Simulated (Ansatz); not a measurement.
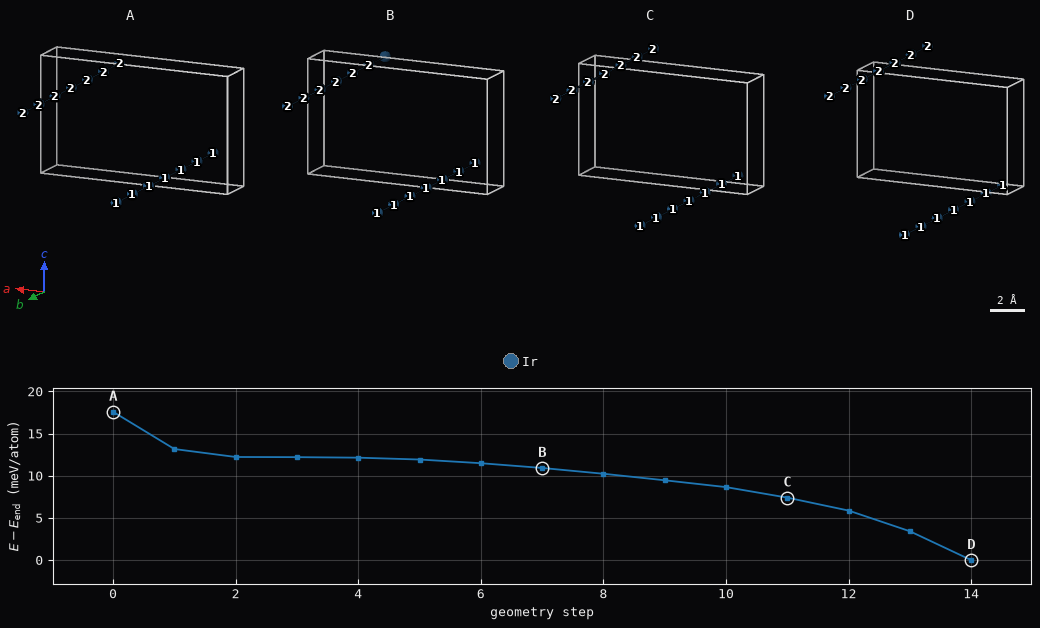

Frames of a relaxation of crystalline Ir (set up in Pmma), marked on the history of the run. The picture is a ball-and-stick view of the cell of the calculation, repeated 1 × 4 × 1 with one cell outlined, seen from a free direction.

Case: no spin polarisation.

Computed with Ansatz, DFT PBEsol, scalar-relativistic, plane waves, PAW. (plane-wave cutoff 420 eV; k-point mesh 4 × 18 × 6; occupations gaussian; smearing width 0.1 eV; no spin polarisation; cell and atoms relaxed; force threshold 0.01 eV/Å; at most 60 steps)

> Describe the path.

The run was cut off at its time limit before the relaxation converged, so the last structure is only a point on the way. The largest moves relative to the cell, 1.78 Å, are those of Ir1 and Ir2. Ir1 goes along −c. The drawn cell changes as follows: a 12.238 → 9.828 Å (−19.7 %), b 2.233 → 2.255 Å (+1.0 %), c 7.193 → 6.531 Å (−9.2 %); the volume changes by −26.4 %. Some distances before and after: Ir1–Ir1 2.233 → 2.255 Å. The space group stays Pmma (No. 51). After 14 geometry steps the energy has fallen by 17.6 meV per atom. The largest force component goes from 0.00073 to 0.013 eV/Å. The pressure goes from 0.66 to −0.18 GPa. From step 0 to 7: Ir atoms move most (0.58 Å), volume −5.3 %, energy −6.7 meV per atom. From step 7 to 11: Ir atoms move most (0.74 Å), volume −9.0 %, energy −3.5 meV per atom. From step 11 to 14: Ir atoms move most (0.53 Å), volume −14.5 %, energy −7.4 meV per atom.

| step | E − E(0), meV/atom | largest force component, eV/Å | pressure, GPa | volume, Å³/atom |
| --- | --- | --- | --- | --- |
| 0 | 0.00 | 0.0007 | 0.66 | 98.306 |
| 1 | -4.42 | 0.0008 | -0.27 | 99.472 |
| 2 | -5.36 | 0.0008 | -0.02 | 99.072 |
| 3 | -5.38 | 0.0008 | -0.01 | 98.972 |
| 4 | -5.44 | 0.0008 | 0.02 | 98.582 |
| 5 | -5.66 | 0.0010 | 0.09 | 97.047 |
| 6 | -6.10 | 0.0012 | 0.12 | 95.060 |
| 7 | -6.66 | 0.0012 | 0.14 | 93.103 |
| 8 | -7.35 | 0.0011 | 0.15 | 91.147 |
| 9 | -8.12 | 0.0008 | 0.15 | 89.162 |
| 10 | -8.93 | 0.0000 | 0.15 | 87.112 |
| 11 | -10.18 | 0.0011 | 0.06 | 84.692 |
| 12 | -11.71 | 0.0030 | -0.05 | 81.526 |
| 13 | -14.17 | 0.0066 | -0.12 | 77.137 |
| 14 | -17.59 | 0.0129 | -0.18 | 72.379 |
